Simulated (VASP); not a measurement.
# Lattice of CuI (Marshite) across functionals and dispersion corrections

How close do the usual functionals, with and without dispersion, come to the cell of CuI (Marshite)? The levels: PBE, LDA, r2SCAN and PBE + D3(BJ). The start is a cell from a database of measured crystal structures.

Calculated with VASP 6.6.1; PBE; plane waves and PAW (Cu, I), in the first sound run; inputs show where later runs differ.

Experimental background.

For CuI, zinc blende (gamma) (solution-grown single crystal, (111) facets), “Determination of acoustic phonon anharmonicities via second-order Raman scattering in CuI” (2023, arxiv:2305.18931) gives, by X-ray diffraction: lattice constant a (cubic lattice constant) 6.053 ± 0.003 Å [measurement temperature not stated, presumably room temperature].

Most raw output is cut from this account.

The database entry behind the starting cell differs from later determinations by our own check (about 0.15 % long (mineral sample)), so it need not match the best structure at ambient conditions.

## Step 1: The structure

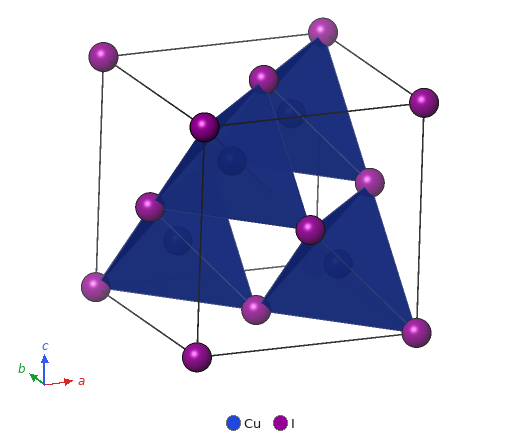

Start, viewed slightly off an axis; copper blue, iodine purple. This picture shows the conventional cell, with its axes. Bonds to atoms that aren't drawn are left out. Some periodic images of atoms are drawn too.

## Step 2: Relaxation with PBE

The start need not lie at this functional's minimum. ISIF = 3 frees volume, shape and positions, and EDIFFG sets the threshold on forces and stress at which the search stops. PBE, the usual starting point, adds the gradient of the density.

Input file INCAR:

```
SYSTEM = CuI
PREC = Accurate
ENCUT = 520
EDIFF = 1E-06
NELM = 100
ISMEAR = -1
SIGMA = 0.05
LREAL = .FALSE.
ALGO = Normal
GGA = PE
NBANDS = 15
LASPH = .TRUE.
LORBIT = 11
LWAVE = .FALSE.
LCHARG = .FALSE.
KPAR = 2
IBRION = 2
NSW = 60
ISIF = 3
EDIFFG = -0.01
```

Input file POSCAR:

```
CuI
1.0
    0.0000000000      3.0315000000      3.0315000000
    3.0315000000      0.0000000000      3.0315000000
    3.0315000000      3.0315000000      0.0000000000
Cu I
1 1
Direct
    0.2500000000      0.2500000000      0.2500000000
    0.0000000000      0.0000000000      0.0000000000
```

Input file KPOINTS:

```
Automatic mesh
0
Gamma
6 6 6
0 0 0
```

PAW data sets: Cu and I (PBE family, release 64).

On the command line:

```console
mpirun -np 2 vasp_std
```

Wall time 16 s (2 MPI ranks of AMD EPYC 7R43, shared host); peak memory 0.31 GiB.

The gap is read on the k-mesh alone, so it is an upper bound where the band edges lie off the mesh. The run keeps the 24 symmetry operations of its start, so it cannot find a distortion of lower symmetry.

Step by step:

```tsv
step	energy less that of the first step (eV)	largest force (eV/Å)	pressure (GPa)	volume (Å³)
1	0.0000	0.0000	0.32	55.72
2	-0.0006	0.0000	0.06	56.17
```

```tsv
conventional cell, symmetrised	before	after	change
a (Å)	6.063	6.079	+0.3 %
b (Å)	6.063	6.079	+0.3 %
c (Å)	6.063	6.079	+0.3 %
volume (Å³/atom)	27.86	28.08	+0.8 %
```

Final coordinates:

```
Cu I
1.0
     0.00000    3.03961    3.03961
     3.03961    0.00000    3.03961
     3.03961    3.03961    0.00000
Cu I
1 1
Direct
  0.25000 0.25000 0.25000
  0.00000 0.00000 0.00000
```

Numbers from this step:

```yaml
electrons: 18
bands: 15
irreducible_k_points: 16
symmetry_operations: 24
free_energy_toten: -5.560 eV
fermi_energy: 4.937 eV
pressure: 0.05557 GPa
metallic: no
valence_top_at_k: 0, 0, 0
conduction_bottom_at_k: 0, 0, 0
least_direct_gap_at_k: 0, 0, 0
scf_cycles_over_all_ionic_steps: 21
gap_on_the_k_mesh: 1.122 eV
least_direct_gap_on_the_k_mesh: 1.122 eV
```

It ends with forces that vanish by symmetry and a pressure of 0.06 GPa. The volume lies +0.8 % from that of the database's start. The conventional cell has a = 6.079 Å.

## Step 3: Relaxation with LDA

This step: LDA; plane waves and PAW (Cu, I) (VASP 6.6.1).

LDA, the lowest rung, knows the local density alone.

INCAR: that of step 2 with these lines changed.

```diff
@@ -9,3 +9,3 @@
 ALGO = Normal
-GGA = PE
+GGA = CA
 NBANDS = 15
```

POSCAR is that of step 2.

KPOINTS is that of step 2.

On the command line:

```console
mpirun -np 2 vasp_std
```

Wall time 20 s (2 MPI ranks); peak memory 0.28 GiB; 38 s of CPU time.

The PAW data sets were made with PBE, though LDA sets exist; this is a small mismatch. After so large a change of volume the plane waves of the start cell no longer fit, so the final stress carries a basis-set error.

Step by step:

```tsv
step	energy less that of the first step (eV)	largest force (eV/Å)	pressure (GPa)	volume (Å³)
1	0.0000	0.0000	-3.92	55.72
2	-0.0714	0.0000	0.34	50.40
3	-0.0717	0.0000	0.04	50.67
```

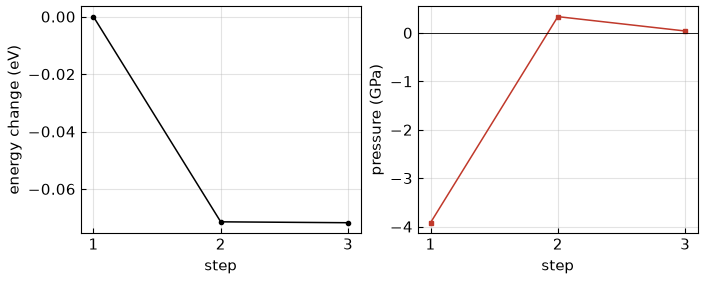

Energy and pressure along the relaxation.

```tsv
conventional cell, symmetrised	before	after	change
a (Å)	6.063	5.874	-3.1 %
b (Å)	6.063	5.874	-3.1 %
c (Å)	6.063	5.874	-3.1 %
volume (Å³/atom)	27.86	25.34	-9.1 %
```

Final coordinates:

```xyz
2
Lattice="0.0000 2.9371 2.9371 2.9371 0.0000 2.9371 2.9371 2.9371 0.0000" Properties=species:S:1:pos:R:3 pbc="T T T"
Cu    1.4685    1.4685    1.4685
I     0.0000    0.0000    0.0000
```

This step gave:

* free energy (TOTEN): -7.017 eV
* Fermi energy: 5.827 eV
* pressure: 0.03932 GPa
* SCF cycles over all ionic steps: 35
* gap on the k-mesh: 1.258 eV
* least direct gap on the k-mesh: 1.258 eV

It ends at 25.34 Å³/atom, -9.1 % from the start, with 0.04 GPa left. The conventional cell has a = 5.874 Å.

## Step 4: Relaxation with r2SCAN

This step: r2SCAN; plane waves and PAW (Cu, I) (VASP 6.6.1).

r2SCAN adds the kinetic-energy density, costs more than a GGA and is run with LASPH.

INCAR: that of step 3 with these lines changed.

```diff
@@ -9,5 +9,5 @@
 ALGO = Normal
-GGA = CA
+METAGGA = R2SCAN
+LASPH = .TRUE.
 NBANDS = 15
-LASPH = .TRUE.
 LORBIT = 11
```

POSCAR is that of step 3.

KPOINTS is that of step 3.

On the command line:

```console
mpirun -np 2 vasp_std
```

Run time: 89 s. Hardware: 2 MPI ranks; peak memory 0.33 GiB; 2.9 min of CPU time.

The PAW data sets were made with PBE, which is usual practice but a small mismatch for other functionals.

Step by step:

```tsv
step	energy less that of the first step (eV)	largest force (eV/Å)	pressure (GPa)	volume (Å³)
1	0.0000	0.0000	-0.98	55.72
2	-0.0028	0.0000	0.21	54.36
3	-0.0029	0.0000	-0.02	54.67
```

```tsv
conventional cell, symmetrised	before	after	change
a (Å)	6.063	6.025	-0.6 %
b (Å)	6.063	6.025	-0.6 %
c (Å)	6.063	6.025	-0.6 %
volume (Å³/atom)	27.86	27.34	-1.9 %
```

Final coordinates:

```xyz
2
Lattice="0.0000 3.0124 3.0124 3.0124 0.0000 3.0124 3.0124 3.0124 0.0000" Properties=species:S:1:pos:R:3 pbc="T T T"
Cu    1.5062    1.5062    1.5062
I     0.0000    0.0000    0.0000
```

It ends at 27.34 Å³/atom, -1.9 % from the start, with -0.02 GPa left. The conventional cell has a = 6.025 Å.

## Step 5: Relaxation with PBE + D3(BJ)

This step: PBE with D3(BJ); plane waves and PAW (Cu, I) (VASP 6.6.1).

A dispersion term adds the long-range attraction that semilocal functionals lack. D3 with Becke-Johnson damping keeps a finite attraction at short range.

INCAR: that of step 4 with these lines changed.

```diff
@@ -9,5 +9,6 @@
 ALGO = Normal
-METAGGA = R2SCAN
+GGA = PE
+IVDW = 12
+NBANDS = 15
 LASPH = .TRUE.
-NBANDS = 15
 LORBIT = 11
```

POSCAR is that of step 4.

KPOINTS is that of step 4.

On the command line:

```console
mpirun -np 2 vasp_std
```

The job ended after 39 s (2 MPI ranks; peak memory 0.35 GiB; 77 s of CPU time).

Step by step:

```tsv
step	energy less that of the first step (eV)	largest force (eV/Å)	pressure (GPa)	volume (Å³)
1	0.0000	0.0000	-1.92	55.72
2	-0.0146	0.0000	-0.37	53.07
3	-0.0129	0.0000	0.71	52.49
4	-0.0143	0.0000	0.39	52.87
5	-0.0145	0.0000	0.29	52.97
6	-0.0148	0.0000	-0.03	53.34
```

```tsv
conventional cell, symmetrised	before	after	change
a (Å)	6.063	5.976	-1.4 %
b (Å)	6.063	5.976	-1.4 %
c (Å)	6.063	5.976	-1.4 %
volume (Å³/atom)	27.86	26.67	-4.3 %
```

The relaxed structure:

```xyz
2
Lattice="0.0000 2.9878 2.9878 2.9878 0.0000 2.9878 2.9878 2.9878 0.0000" Properties=species:S:1:pos:R:3 pbc="T T T"
Cu    1.4939    1.4939    1.4939
I     0.0000    0.0000    0.0000
```

It ends at 26.67 Å³/atom, -4.3 % from the start, with -0.03 GPa left. The conventional cell has a = 5.976 Å. Against plain PBE, the dispersion term moves a by -1.7 %.

## Step 6: The cells as a table

This step: relaxed cells at several levels; plane waves and PAW (VASP 6.6.1).

Derived from the runs above.

Lengths are those of the conventional cell; cost is the wall time of each run, as given at its step, times its ranks, without the set-up around it. Results by level, by row:

```tsv
level	volume (Å³/atom)	change from the start (%)	a (Å)	cost (core minutes)
PBE	28.08	0.8	6.079	0.547
LDA	25.34	-9.1	5.874	0.66
r2SCAN	27.34	-1.9	6.025	2.97
PBE + D3(BJ)	26.67	-4.3	5.976	1.3
```

## Step 7: Outcome

```
volume, PBE          : 28.08 Å³/atom
volume, LDA          : 25.34 Å³/atom
volume, r2SCAN       : 27.34 Å³/atom
volume, PBE + D3(BJ) : 26.67 Å³/atom
```

What this shows: For CuI (Marshite) the levels give volumes between 25.34 Å³/atom (LDA) and 28.08 Å³/atom (PBE), a spread of 10.8 %, while the cost of the finished runs spans a factor of 5.4. Within 1 % of experiment on every length: PBE and r2SCAN. The nearest, PBE, is among the cheap ones. Thermal and zero-point expansion, often some tenths of a per cent in length, bear on this order: with the measured lengths lowered by an assumed 0.4 % the nearest becomes r2SCAN. The costs hold the number of ionic steps as well as the price of the functional. Adding D3(BJ) to PBE changes the volume by -5.0 % (a by -1.7 %). Within 0.02 Å all end in space group F-43m; the runs can't lower the symmetry of the start. Each is a single relaxation on the plane waves of the start cell, so larger changes of volume carry a basis-set error that was not tested here.

Computed beside measured:

| quantity | measured | PBE | LDA | r2SCAN | PBE + D3(BJ) |
| --- | --- | --- | --- | --- | --- |
| lattice constant a (Å) | 6.053 | 6.079 (+0.4 %) | 5.874 (-3.0 %) | 6.025 (-0.5 %) | 5.976 (-1.3 %) |

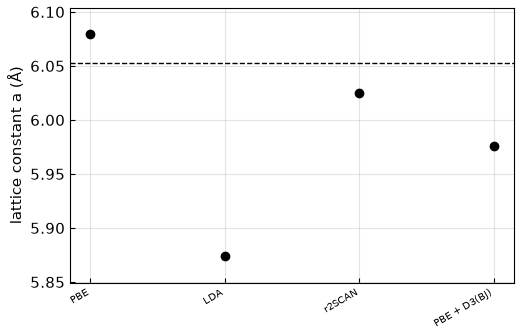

The lattice constant a by level; the dashed line is the measured value.

Measured values from arxiv:2305.18931 (2023).

Verdict: For the lattice constant a, of the levels listed nearest comes PBE (+0.4 %, good agreement) and farthest LDA (-3.0 %, a clear miss). The grades are ours: good and fair within 0.7 and 1.5 % for the lattice constant a. For lattice constants the calculation has a static lattice, without zero-point motion or thermal expansion.

[Lines on the potential files, build, host, timing and source positions are cut from VASP's logs without a mark.]

[Logs are printed without paths, hosts, clocks, repeated set-up lines and the standing remarks that a program may print on its own settings, such as how far it seeks lower states.]

[Hosts, paths, dates, database ids (printed as entryN), source tags and the programs' standing remarks are cut or masked in the printed files.]

[A measured line is paired with the nearest computed mode of its activity, which favours agreement.]
